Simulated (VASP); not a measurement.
# Band-structure run, with input and output: AlAs (part 2 of 2)

The same run, continued: AlAs (F-43m, 2 atoms in the cell); Kohn-Sham DFT of a periodic cell, PBEsol, spin-orbit coupling, VASP PAW PBE potentials, recommended, no spin polarisation (VASP 6.6.1); cutoff 520 eV, 6×6×6 k-mesh, Gaussian smearing of 0.03 eV. The structure derives from an entry of the Crystallography Open Database.

Geometry of the input (Å; fractional positions):
```
0.0000  2.8409  2.8409
2.8409  0.0000  2.8409
2.8409  2.8409  0.0000
Al 0.0000  0.0000  0.0000
As 0.2500  0.2500  0.2500
```

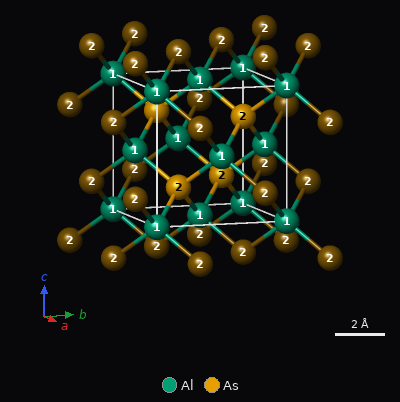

The input geometry (ball-and-stick view of the cell 4 times as large as that of the calculation, set on its symmetry axes, seen slightly off an axis; neighbours outside the cell are drawn fainter; atoms are numbered from 1 in the order of the input).

## Parts of OUTCAR, continued
```
   k-points           NKPTS =     22   k-points in BZ     NKDIM =     22   number of bands    NBANDS=     22
   number of dos      NEDOS =    301   number of ions     NIONS =      2
   total plane-waves  NPLWV =  27000
   dimension x,y,z NGX =    30 NGY =   30 NGZ =   30
   dimension x,y,z NGXF=    60 NGYF=   60 NGZF=   60
   ions per type =               1   1
   NGX,Y,Z   is equivalent  to a cutoff of  12.41, 12.41, 12.41 a.u.
   NGXF,Y,Z  is equivalent  to a cutoff of  24.83, 24.83, 24.83 a.u.
 SYSTEM =  AlAs
   PREC   = accura    normal or accurate (medium, high low for compatibility)
   ISTART =      0    job   : 0-new  1-cont  2-samecut
   ICHARG =      2    charge: 1-file 2-atom 10-const
   ISPIN  =      1    spin polarized calculation?
   LNONCOLLINEAR =      T non collinear calculations
   LSORBIT =      T    spin-orbit coupling
   LASPH  =      T    aspherical Exc in radial PAW
   ENCUT  =  520.0 eV  38.22 Ry    6.18 a.u.   7.47  7.47  7.47*2*pi/ulx,y,z
   NELM   =     80;   NELMIN=  2; NELMDL= -5     # of ELM steps
   EDIFF  = 0.1E-05   stopping-criterion for ELM
   LREAL  =      F    real-space projection
   EDIFFG = 0.1E-04   stopping-criterion for IOM
   NSW    =      0    number of steps for IOM
   IBRION =     -1    ionic relax: 0-MD 1-quasi-New 2-CG
   NFREE  =      0    steps in history (QN), initial steepest desc. (CG)
   ISIF   =      2    stress and relaxation
   ISYM   =      2    0-nonsym 1-usesym 2-fastsym
   POTIM  = 0.5000    time-step for ionic-motion
   TEBEG  =    0.0;   TEEND  =   0.0 temperature during run
   PSTRESS=    0.0 pullay stress
   NELECT =       8.0000    total number of electrons
   NUPDOWN=      -1.0000    fix difference up-down
   EMIN   =  10.00;   EMAX   =-10.00  energy-range for DOS
   EFERMI =   0.00;   METHOD = LEGACY
   ISMEAR =     0;   SIGMA  =   0.03  broadening in eV -4-tet -1-fermi 0-gaus
   EFERMI_NEDOS =   21; number of points for ismear=-14 and -15
   IALGO  =     38    algorithm
   IMIX   =      4    mixing-type and parameters
     AMIX     =   0.40;   BMIX     =  1.00
     AMIX_MAG =   1.60;   BMIX_MAG =  1.00
  volume/ion in A,a.u.               =      22.93       154.72
  Fermi-wavevector in a.u.,A,eV,Ry     =   0.914762  1.728649 11.385202  0.836789
  Thomas-Fermi vector in A             =   2.039426
   LORBIT       =     11    0 simple, 1 ext, 2 COOP (PROOUT), +10 PAW based schemes
   GGA     = PS    functional components
   LHFCALC =     F    Hartree Fock is set to
   AEXX    =    0.0000 exact exchange contribution
   IVDW    =     0    specifies the selected vdW correction
   LEPSILON=     F    determine dielectric tensor
   LRPA    =     F    only Hartree local field effects (RPA)
 Gauss-broadening in eV      SIGMA  =   0.03
  energy-cutoff  :      520.00
  volume of cell :       45.86
 maximum number of plane-waves:      2516
 NGX is ok and might be reduce to    30
   NGX = 15   NGY = 15   NGZ = 15

 number of electron       8.0000000 magnetization       0.0000000      0.0000000      0.0000000

 number of electron       7.9999999 magnetization       0.0000000     -0.0000000     -0.0000000

 number of electron       7.9999999 magnetization      -0.0000000      0.0000000      0.0000000

 Free energy of the ion-electron system (eV)
  ---------------------------------------------------
  ext. energy  EPLUGINS =         0.00000000
  ---------------------------------------------------
  free energy    TOTEN  =       -10.06519815 eV

  energy without entropy =      -10.06519815  energy(sigma->0) =      -10.06519815

 E-fermi :   4.0138     XC(G=0):  -9.1508     alpha+bet :-10.1632

 val. band max:        3.8104314451   @ k =   0.0000   0.0000   0.0000
 cond. band min:       5.0475594580   @ k =   0.5000   0.5000   0.0000
 fundamental gap:      1.2371280129
 Fermi energy:         4.0137522381

 k-point     1 :       0.0000    0.0000    0.0000
  band No.  band energies     occupation
      1      -8.1107      1.00000
      2      -8.1107      1.00000
      3       3.5160      1.00000
      4       3.5160      1.00000
      5       3.8104      1.00000
      6       3.8104      1.00000
      7       3.8104      1.00000
      8       3.8104      1.00000
      9       5.6061      0.00000
     10       5.6061      0.00000
     11       7.9328      0.00000
     12       7.9328      0.00000
     13       7.9644      0.00000
     14       7.9644      0.00000
     15       7.9644      0.00000
     16       7.9644      0.00000
     17      12.3603      0.00000
     18      12.3603      0.00000
     19      12.6788      0.00000
     20      12.6788      0.00000

 k-point     2 :       0.1667    0.0000    0.0000
  band No.  band energies     occupation
      1      -7.8453      1.00000
      2      -7.8453      1.00000
      3       1.5966      1.00000
      4       1.5966      1.00000
      5       3.3621      1.00000
      6       3.3621      1.00000
      7       3.5433      1.00000
      8       3.5435      1.00000
      9       6.4232      0.00000
     10       6.4232      0.00000
     11       8.3695      0.00000
     12       8.3695      0.00000
     13       8.3991      0.00000
     14       8.4035      0.00000
     15       8.8052      0.00000
     16       8.8052      0.00000
     17      11.8692      0.00000
     18      11.8720      0.00000
     19      11.8720      0.00000
     20      11.8820      0.00000

 k-point     3 :      -0.1667    0.0000    0.0000
  band No.  band energies     occupation
      1      -7.8453      1.00000
      2      -7.8453      1.00000
      3       1.5966      1.00000
      4       1.5966      1.00000
      5       3.3621      1.00000
      6       3.3621      1.00000
      7       3.5433      1.00000
      8       3.5435      1.00000
      9       6.4232      0.00000
     10       6.4232      0.00000
     11       8.3695      0.00000
     12       8.3695      0.00000
     13       8.3991      0.00000
     14       8.4035      0.00000
     15       8.8052      0.00000
     16       8.8052      0.00000
     17      11.8692      0.00000
     18      11.8720      0.00000
     19      11.8720      0.00000
     20      11.8820      0.00000

 k-point     4 :       0.3333    0.0000    0.0000
  band No.  band energies     occupation
      1      -7.1742      1.00000
      2      -7.1742      1.00000
      3      -0.7769      1.00000
      4      -0.7769      1.00000
      5       2.9671      1.00000
      6       2.9671      1.00000
      7       3.1405      1.00000
      8       3.1407      1.00000
      9       5.9771      0.00000
     10       5.9771      0.00000
     11       8.5048      0.00000
     12       8.5048      0.00000
     13       8.5260      0.00000
     14       8.5294      0.00000
     15      11.0433      0.00000
     16      11.0433      0.00000
     17      12.6623      0.00000
     18      12.6623      0.00000
     19      12.6811      0.00000
     20      12.6931      0.00000

 k-point     5 :      -0.3333    0.0000    0.0000
  band No.  band energies     occupation
      1      -7.1742      1.00000
      2      -7.1742      1.00000
      3      -0.7769      1.00000
      4      -0.7769      1.00000
      5       2.9671      1.00000
      6       2.9671      1.00000
      7       3.1405      1.00000
      8       3.1407      1.00000
      9       5.9771      0.00000
     10       5.9771      0.00000
     11       8.5048      0.00000
     12       8.5048      0.00000
     13       8.5260      0.00000
     14       8.5294      0.00000
     15      11.0433      0.00000
     16      11.0433      0.00000
     17      12.6623      0.00000
     18      12.6623      0.00000
     19      12.6811      0.00000
     20      12.6931      0.00000

 [... the levels of 16 k-points are left out ...]

 k-point    22 :      -0.3333    0.5000    0.1667
  band No.  band energies     occupation
      1      -6.1438      1.00000
      2      -6.1424      1.00000
      3      -1.4825      1.00000
      4      -1.4316      1.00000
      5       0.7197      1.00000
      6       0.8230      1.00000
      7       1.0304      1.00000
      8       1.0369      1.00000
      9       6.7846      0.00000
     10       6.7883      0.00000
     11       7.7214      0.00000
     12       7.7734      0.00000
     13      10.7192      0.00000
     14      10.7288      0.00000
     15      11.4038      0.00000
     16      11.4692      0.00000
     17      14.0972      0.00000
     18      14.2256      0.00000
     19      15.9128      0.00000
     20      15.9134      0.00000
 [bands above 20 left out]

------------------------ aborting loop because EDIFF is reached ----------------------------------------

  FORCE on cell =-STRESS in cart. coord.  units (eV):
  Direction    XX          YY          ZZ          XY          YZ          ZX
  --------------------------------------------------------------------------------------
  -------------------------------------------------------------------------------------
  Total        0.0103933      0.0103933      0.0103933     -0.0000000      0.0000000      0.0000000
  in kB        0.3631385      0.3631385      0.3631385     -0.0000000      0.0000000      0.0000000
  external PRESSURE =       0.3631385 kB  Pullay stress =       0.0000000 kB

 VOLUME and BASIS-vectors are now :
 -----------------------------------------------------------------------------
  energy-cutoff  :      520.00
  volume of cell :       45.86
      direct lattice vectors                 reciprocal lattice vectors
     0.000000000  2.840884473  2.840884473    -0.176001525  0.176001525  0.176001525
     2.840884473  0.000000000  2.840884473     0.176001525 -0.176001525  0.176001525
     2.840884473  2.840884473  0.000000000     0.176001525  0.176001525 -0.176001525

 POSITION                                       TOTAL-FORCE (eV/Angst)
 -----------------------------------------------------------------------------------
      0.00000      0.00000      0.00000        -0.000000      0.000000     -0.000000
      1.42044      1.42044      1.42044         0.000000     -0.000000      0.000000
 -----------------------------------------------------------------------------------
    total drift:                                0.000000      0.000000      0.000000

  FREE ENERGIE OF THE ION-ELECTRON SYSTEM (eV)
  ---------------------------------------------------
  free  energy   TOTEN  =       -10.0651981474 eV

  energy  without entropy=      -10.0651981474  energy(sigma->0) =      -10.06519815

 Spin-Orbit-Coupling matrix elements

 Ion:    1  E_soc:     -0.0001805
 l=   1
     0.0000000    -0.0000301    -0.0000301
    -0.0000301     0.0000000    -0.0000301
    -0.0000301    -0.0000301     0.0000000
 l=   2
     0.0000000     0.0000000     0.0000000     0.0000000     0.0000000
     0.0000000     0.0000000     0.0000000     0.0000000     0.0000000
     0.0000000     0.0000000     0.0000000     0.0000000     0.0000000
     0.0000000     0.0000000     0.0000000     0.0000000     0.0000000
     0.0000000     0.0000000     0.0000000     0.0000000     0.0000000
 l=   3
     0.0000000     0.0000000     0.0000000     0.0000000     0.0000000     0.0000000     0.0000000
     0.0000000     0.0000000     0.0000000     0.0000000     0.0000000     0.0000000     0.0000000
     0.0000000     0.0000000     0.0000000     0.0000000     0.0000000     0.0000000     0.0000000
     0.0000000     0.0000000     0.0000000     0.0000000     0.0000000     0.0000000     0.0000000
     0.0000000     0.0000000     0.0000000     0.0000000     0.0000000     0.0000000     0.0000000
     0.0000000     0.0000000     0.0000000     0.0000000     0.0000000     0.0000000     0.0000000
     0.0000000     0.0000000     0.0000000     0.0000000     0.0000000     0.0000000     0.0000000

 Ion:    2  E_soc:     -0.0228898
 l=   1
     0.0000000    -0.0038067    -0.0038067
    -0.0038067     0.0000000    -0.0038067
    -0.0038067    -0.0038067     0.0000000
 l=   2
     0.0000000    -0.0000040     0.0000000    -0.0000040    -0.0000042
    -0.0000040     0.0000000    -0.0000032    -0.0000040    -0.0000011
     0.0000000    -0.0000032     0.0000000    -0.0000032     0.0000000
    -0.0000040    -0.0000040    -0.0000032     0.0000000    -0.0000011
    -0.0000042    -0.0000011     0.0000000    -0.0000011     0.0000000
 l=   3
     0.0000000     0.0000000     0.0000000     0.0000000     0.0000000     0.0000000     0.0000000
     0.0000000     0.0000000     0.0000000     0.0000000     0.0000000     0.0000000     0.0000000
     0.0000000     0.0000000     0.0000000     0.0000000     0.0000000     0.0000000     0.0000000
     0.0000000     0.0000000     0.0000000     0.0000000     0.0000000     0.0000000     0.0000000
     0.0000000     0.0000000     0.0000000     0.0000000     0.0000000     0.0000000     0.0000000
     0.0000000     0.0000000     0.0000000     0.0000000     0.0000000     0.0000000     0.0000000
     0.0000000     0.0000000     0.0000000     0.0000000     0.0000000     0.0000000     0.0000000

 total charge

# of ion       s       p       d       tot
------------------------------------------
    1        0.401   0.364   0.000   0.766
    2        1.196   1.677   0.024   2.897
--------------------------------------------------
tot          1.597   2.041   0.024   3.662

 magnetization (x)

# of ion       s       p       d       tot
------------------------------------------
    1       -0.000  -0.000   0.000  -0.000
    2        0.000   0.000   0.000   0.000
--------------------------------------------------
tot         -0.000   0.000   0.000  -0.000

 magnetization (y)

# of ion       s       p       d       tot
------------------------------------------
    1       -0.000   0.000   0.000  -0.000
    2        0.000   0.000   0.000   0.000
--------------------------------------------------
tot         -0.000   0.000   0.000  -0.000

 magnetization (z)

# of ion       s       p       d       tot
------------------------------------------
    1       -0.000   0.000   0.000   0.000
    2        0.000   0.000   0.000   0.000
--------------------------------------------------
tot         -0.000   0.000   0.000   0.000
```

## CONTCAR
```
AlAs
   1.00000000000000
     0.0000000000000000    2.8408844733000000    2.8408844733000000
     2.8408844733000000    0.0000000000000000    2.8408844733000000
     2.8408844733000000    2.8408844733000000    0.0000000000000000
  Al              As
     1     1
Direct
     0.0000000000000000    0.0000000000000000    0.0000000000000000
     0.2500000000000000    0.2500000000000000    0.2500000000000000

  0.00000000E+00  0.00000000E+00  0.00000000E+00
  0.00000000E+00  0.00000000E+00  0.00000000E+00
```

## Results in brief

- outcome: converged
- space group (tolerance 0.01 Å): F-43m (216)
- electrons treated: 8
- free energy: −10.0652 eV
- Fermi energy of the self-consistent step: 4.014 eV
- gap on the k-point mesh: 1.24 eV
- gap on the band path: 1.24 eV
- pressure: 0.04 GPa
- largest force (length of the vector): under 0.001 eV/Å
- wall time: 5.8 min
- peak memory: 0.26 GiB
